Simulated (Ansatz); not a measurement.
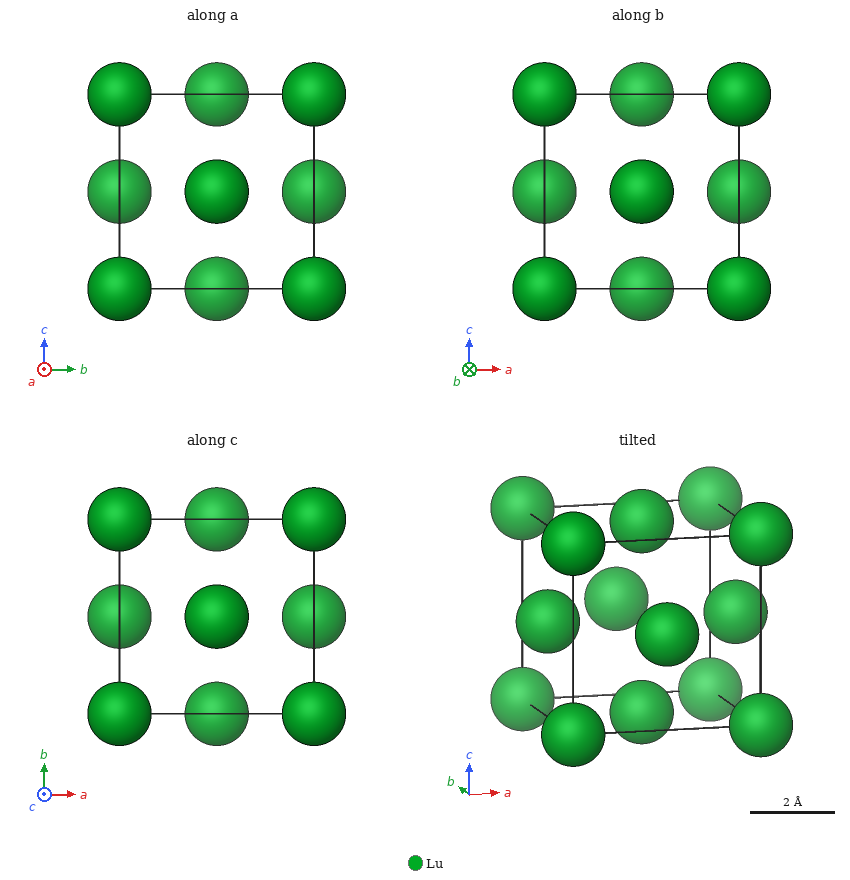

Spheres-only drawing of the structure, looking along the a axis, along the b axis, along the c axis and slightly off an axis. The lines enclose the conventional unit cell; boundary atoms appear with their images.

Lattice parameters: a = 4.6798 Å, b = 4.6798 Å, c = 4.6798 Å, α = 90.000°, β = 90.000°, γ = 90.000°.

Question: Put the structure into a CIF with its space group and independent sites.

Answer:
```cif
data_structure
_symmetry_space_group_name_H-M 'F m -3 m'
_symmetry_Int_Tables_number 225
_cell_length_a 4.6798
_cell_length_b 4.6798
_cell_length_c 4.6798
_cell_angle_alpha 90.000
_cell_angle_beta 90.000
_cell_angle_gamma 90.000
_cell_volume 102.49
loop_
_atom_site_label
_atom_site_type_symbol
_atom_site_symmetry_multiplicity
_atom_site_Wyckoff_symbol
_atom_site_fract_x
_atom_site_fract_y
_atom_site_fract_z
_atom_site_occupancy
Lu1 Lu 4 a 0.0000 0.0000 0.0000 1
```

The structure was taken from a structure type filled with this element by a generator (whether the element takes this form wasn't checked). Earlier steps of the study may have refined or changed the cell and positions. A calculation with Ansatz used it as input.
